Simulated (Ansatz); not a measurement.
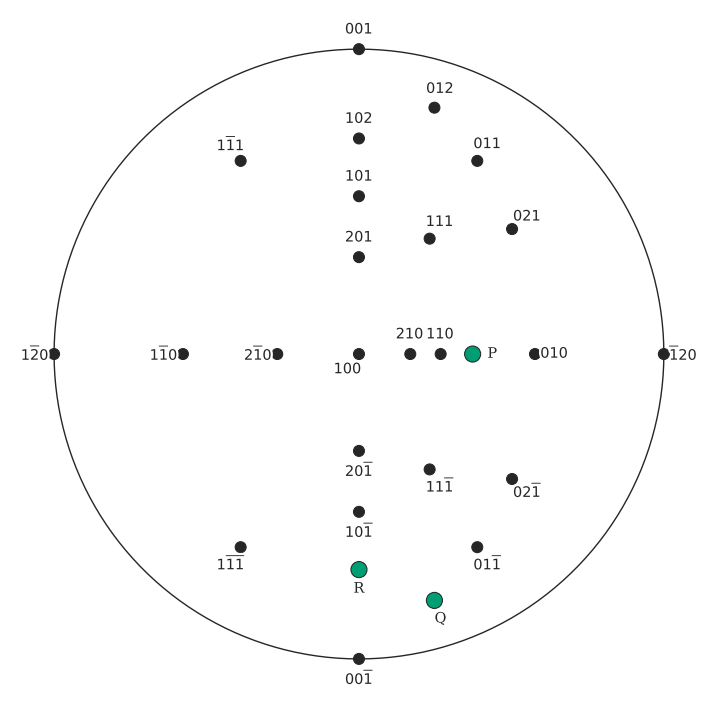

For Hg, the input geometry of an electronic-structure calculation (not necessarily at equilibrium); the starting structure was generated, so it need not be a known form of this composition: stereographic projection of plane normals (upper hemisphere) centred on (1 0 0). The drawing is computed from the coordinates (standard cell, symmetry found to 0.002 Å).

a = 8.407 Å, b = 8.407 Å, c = 5.150 Å, α = 90.00°, β = 90.00°, γ = 120.00°.

Q: Index the poles marked P, Q, R.

A: P is (1 2 0), in four indices (1 2 −3 0), 40.9° from the centre; Q is (0 1 −2), in four indices (0 1 −1 −2), 80.4° from the centre; R is (1 0 −2), in four indices (1 0 −1 −2), 70.5° from the centre.

Q: What is the angle between the normals of (1 1 1) and (1 −2 0), and what are their d_hkl = 1/|g|?

A: 112.8°; d = 3.257 Å and 4.204 Å.
